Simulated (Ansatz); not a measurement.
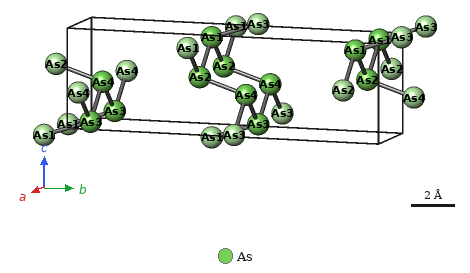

The structure (ball-and-stick view of the cell 2 times as large as that of the calculation, set on its symmetry axes, seen slightly off an axis; neighbours outside the cell are drawn fainter; atoms are numbered from 1 in the order of the input). Near neighbours in the crystal (not all of them lie inside the picture): As has 3 As at 2.44 Å.

# As: a changed input and its effect

System: As (Cmce, 4 atoms in the cell).
Method of run 1: DFT, revPBE, plane waves (420 eV) with PAW, scalar-relativistic, no spin polarisation (Ansatz 0.2.0).

Text and figures count atoms from 1; the logs count them from 0 in places.

**Input, run 1**
```yaml
crystal:
  lattice:
    - [1.792270371, -7.7800232904, 0.0]
    - [1.792270371, 7.7800232904, 0.0]
    - [0.0, 0.0, 4.8014021808]
  atoms:
    - { symbol: As, position: [0.0746071071, 0.9253928929, 0.9226424984] }
    - { symbol: As, position: [0.5746071071, 0.4253928929, 0.5773575016] }
    - { symbol: As, position: [0.9253928929, 0.0746071071, 0.0773575016] }
    - { symbol: As, position: [0.4253928929, 0.5746071071, 0.4226424984] }
hamiltonian:
  xc: revpbe
  pseudopotentials:
    kind: paw
    azcp:
      As: "pseudopotentials/As.paw.azcp"
basis:
  ecutwfc: 420
  fft_grid_basis: typed
kpoints:
  mp_grid: { grid: [12, 12, 9], shift: [0, 0, 0] }
magnetization:
  spin_polarized: false
scf:
  occupations: { method: fermi_dirac, width: 0.1 }
output:
  stress: true
```

Hardware: 2 threads of an Arm (aarch64) CPU, shared host.

**Output, shortened to warnings, some set-up lines, iterations and results (run 1)**
```
Basis set: ecut = 420 eV, 2587 PW (Γ)
Symmetry: 8 space group operations
k-points: 215 of 1296
Initial density: superposition of atomic densities (neutral atoms: chi_scale 0, normalization atom), corrected by the library's trained network
[...]
SCF iter   1: F=—  HF=-19441.148917 eV  |F-HF|=—  |Δ(HF+E_count)|=         —  Δρ=2.33e-3  dr2=1.46e-2  ethr=1.77e-3  ⟨swp⟩=6.1  Hψ=28841  notcnv=0
SCF iter   2: F=—  HF=-19441.146166 eV  |F-HF|=—  |Δ(HF+E_count)|=   2.75e-3  Δρ=1.14e-3  dr2=2.43e-3  ethr=2.44e-5  ⟨swp⟩=2.3  Hψ=15663  notcnv=0
SCF iter   3: F=—  HF=-19441.146261 eV  |F-HF|=—  |Δ(HF+E_count)|=   9.46e-5  Δρ=3.56e-4  dr2=1.55e-4  ethr=4.05e-6  ⟨swp⟩=2.9  Hψ=14360  notcnv=0
SCF iter   4: F=—  HF=-19441.146304 eV  |F-HF|=—  |Δ(HF+E_count)|=   4.32e-5  Δρ=1.58e-4  dr2=3.73e-5  ethr=2.59e-7  ⟨swp⟩=2.0  Hψ=13998  notcnv=0
SCF iter   5: F=—  HF=-19441.146368 eV  |F-HF|=—  |Δ(HF+E_count)|=   6.42e-5  Δρ=3.35e-5  dr2=2.61e-6  ethr=6.22e-8  ⟨swp⟩=2.0  Hψ=9759  notcnv=0
SCF iter   6: F=—  HF=-19441.146371 eV  |F-HF|=—  |Δ(HF+E_count)|=   2.94e-6  Δρ=9.46e-6  dr2=1.34e-7  ethr=4.35e-9  ⟨swp⟩=2.0  Hψ=14059  notcnv=0
SCF iter   7: F=-19441.146371 eV  HF=-19441.146371 eV  |F-HF|=5.95e-9  |Δ(HF+E_count)|=   7.14e-8  Δρ=2.39e-6  dr2=8.21e-9  ethr=1.67e-10  ⟨swp⟩=4.5  Hψ=27893  notcnv=0
SCF 1 converged in 7 iterations: F = -19441.146371 eV  dr2 = 8.21e-9
SCF converged after 7 iterations
Free energy (F): -19441.146371 eV
Harris-Foulkes:  -19441.146371 eV  (|F-HF|=5.95e-9)
Internal energy: -19441.145479 eV  (E = F + TS)
E sigma→0 (E₀):  -19441.145925 eV
Entropy (-TS):   -0.000892 eV (-0.223 meV/atom)
Fermi energy:    5.367946 eV
--- Per-component energies (eV) ---
  E_band       = -1243.954748
  E_kinetic    = 411.036340
  E_local      = -11751.959397  (includes V_loc(G=0)·N_el)
  E_nonlocal   = -2686.718920
  E_hartree    = 6081.448794
  E_xc         = -317.067673
  E_vxc        = -316.211584  (∫ρ·V_xc dr)
  E_paw        = -7354.197356  (= ΣΔE_a)
  E_vpaw       = 937.006149  (= ΣTr[D̂ρ^β])
  E_aug_tail   = 0.000026  (compensation charges beyond the density's cutoff)
  E_ewald      = -3823.014035
  E_core_change = -0.673258  (= ΣΔE_core)
  E_smearing   = -0.000892  (= −TS)
  E_closure    = 0.000000  (closes the sum)
  Σ components = -19441.146371   (vs F -19441.146371, Δ=0.00e0)
--- Stress (GPa, compression-positive) ---
        4.139638       0.000000       0.000000
        0.000000       3.174254       0.000000
        0.000000       0.000000       3.707963
  P = ⅓ Tr σ = 3.6740 GPa (36.740 kbar)
```

For run 2 the input was changed thus:
```diff
-    - [1.792270371, -7.7800232904, 0.0]
-    - [1.792270371, 7.7800232904, 0.0]
-    - [0.0, 0.0, 4.8014021808]
+    - [1.7659096246, -7.665594561, 0.0]
+    - [1.7659096246, 7.665594561, 0.0]
+    - [0.0, 0.0, 4.730783067]
```

What does this change do to the results?

With the same functional and potentials, run 2 lies 44.4 meV per atom higher. The pressure goes from 3.67 to 6.19 GPa. The volume per atom goes from 33.48 to 32.02 Å³. The cell is scaled evenly with the atoms at fixed fractional positions, so −ΔP/Δ ln V estimates the bulk modulus midway between the two volumes: about 57 GPa. The number of SCF iterations is the same. The plane waves at Γ go from 2587 to 2507.

**Output, shortened to warnings, some set-up lines, iterations and results (run 2)**
```
Basis set: ecut = 420 eV, 2507 PW (Γ)
Symmetry: 8 space group operations
k-points: 215 of 1296
Initial density: superposition of atomic densities (neutral atoms: chi_scale 0, normalization atom), corrected by the library's trained network
[...]
SCF iter   1: F=—  HF=-19440.972010 eV  |F-HF|=—  |Δ(HF+E_count)|=         —  Δρ=2.44e-3  dr2=1.60e-2  ethr=1.77e-3  ⟨swp⟩=6.0  Hψ=28817  notcnv=0
SCF iter   2: F=—  HF=-19440.968646 eV  |F-HF|=—  |Δ(HF+E_count)|=   3.36e-3  Δρ=1.19e-3  dr2=2.58e-3  ethr=2.67e-5  ⟨swp⟩=2.6  Hψ=15781  notcnv=0
SCF iter   3: F=—  HF=-19440.968678 eV  |F-HF|=—  |Δ(HF+E_count)|=   3.21e-5  Δρ=3.81e-4  dr2=1.67e-4  ethr=4.30e-6  ⟨swp⟩=3.0  Hψ=14433  notcnv=0
SCF iter   4: F=—  HF=-19440.968715 eV  |F-HF|=—  |Δ(HF+E_count)|=   3.77e-5  Δρ=1.67e-4  dr2=3.77e-5  ethr=2.79e-7  ⟨swp⟩=2.0  Hψ=13991  notcnv=0
SCF iter   5: F=—  HF=-19440.968782 eV  |F-HF|=—  |Δ(HF+E_count)|=   6.67e-5  Δρ=3.46e-5  dr2=2.51e-6  ethr=6.29e-8  ⟨swp⟩=2.0  Hψ=9758  notcnv=0
SCF iter   6: F=—  HF=-19440.968785 eV  |F-HF|=—  |Δ(HF+E_count)|=   3.06e-6  Δρ=9.59e-6  dr2=1.37e-7  ethr=4.19e-9  ⟨swp⟩=2.0  Hψ=14060  notcnv=0
SCF iter   7: F=-19440.968785 eV  HF=-19440.968785 eV  |F-HF|=2.95e-9  |Δ(HF+E_count)|=   4.24e-8  Δρ=2.41e-6  dr2=8.43e-9  ethr=1.67e-10  ⟨swp⟩=4.9  Hψ=28147  notcnv=0
SCF 1 converged in 7 iterations: F = -19440.968785 eV  dr2 = 8.43e-9
SCF converged after 7 iterations
Free energy (F): -19440.968785 eV
Harris-Foulkes:  -19440.968785 eV  (|F-HF|=2.95e-9)
Internal energy: -19440.967673 eV  (E = F + TS)
E sigma→0 (E₀):  -19440.968229 eV
Entropy (-TS):   -0.001112 eV (-0.278 meV/atom)
Fermi energy:    5.835044 eV
--- Per-component energies (eV) ---
  E_band       = -1220.412411
  E_kinetic    = 413.606570
  E_local      = -11662.909724  (includes V_loc(G=0)·N_el)
  E_nonlocal   = -2686.531377
  E_hartree    = 6048.135995
  E_xc         = -318.222449
  E_vxc        = -317.792528  (∫ρ·V_xc dr)
  E_paw        = -7354.291100  (= ΣΔE_a)
  E_vpaw       = 936.946501  (= ΣTr[D̂ρ^β])
  E_aug_tail   = 0.000031  (compensation charges beyond the density's cutoff)
  E_ewald      = -3880.082359
  E_core_change = -0.673258  (= ΣΔE_core)
  E_smearing   = -0.001112  (= −TS)
  E_closure    = 0.000000  (closes the sum)
  Σ components = -19440.968785   (vs F -19440.968785, Δ=0.00e0)
--- Stress (GPa, compression-positive) ---
        7.027535       0.000000       0.000000
        0.000000       5.305301       0.000000
        0.000000       0.000000       6.240709
  P = ⅓ Tr σ = 6.1912 GPa (61.912 kbar)
```

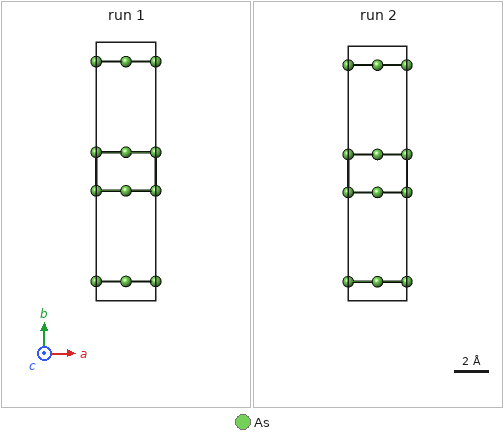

The two input geometries at one scale (ball-and-stick view of the cell 2 times as large as that of the calculation, set on its symmetry axes, along the c axis). No atom moves by more than 0.005 Å relative to the cell. Cell: a 3.585 → 3.532 Å (−1.5 %), b 15.560 → 15.331 Å (−1.5 %), c 4.801 → 4.731 Å (−1.5 %). Volume −4.3 %. Among the contacts that change: As–As 2.441 → 2.406 Å.

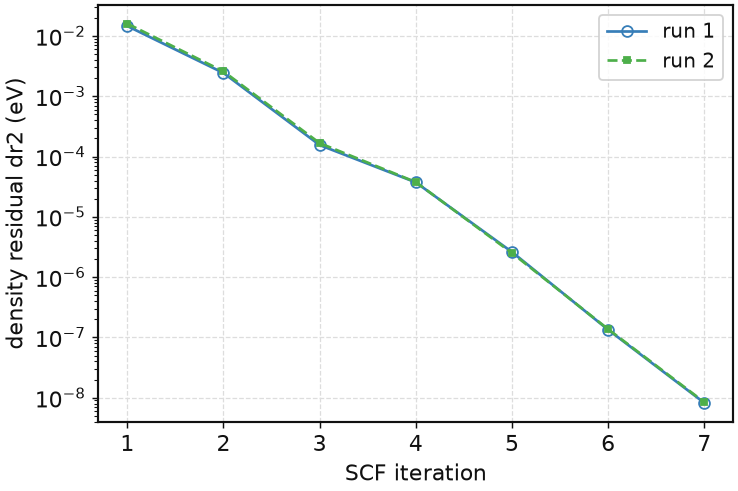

Convergence of the two runs: density residual dr2 against the SCF iteration. Run 1 takes 7 iterations in all, and run 2 takes 7.

**The two runs side by side**

| quantity | run 1 | run 2 |
| --- | --- | --- |
| outcome | converged | converged |
| free energy per atom (eV) | −4860.2866 | −4860.2422 |
| pressure (GPa) | 3.67 | 6.19 |
| volume per atom (Å³) | 33.48 | 32.02 |
| SCF iterations | 7 | 7 |
| irreducible k-points | 215 | 215 |
| plane waves at Γ | 2587 | 2507 |
| wall time (shared host) | 29 s | 26 s |

For run 2: The cell is under a pressure of 6.2 GPa at this level, so it is not at its equilibrium volume.
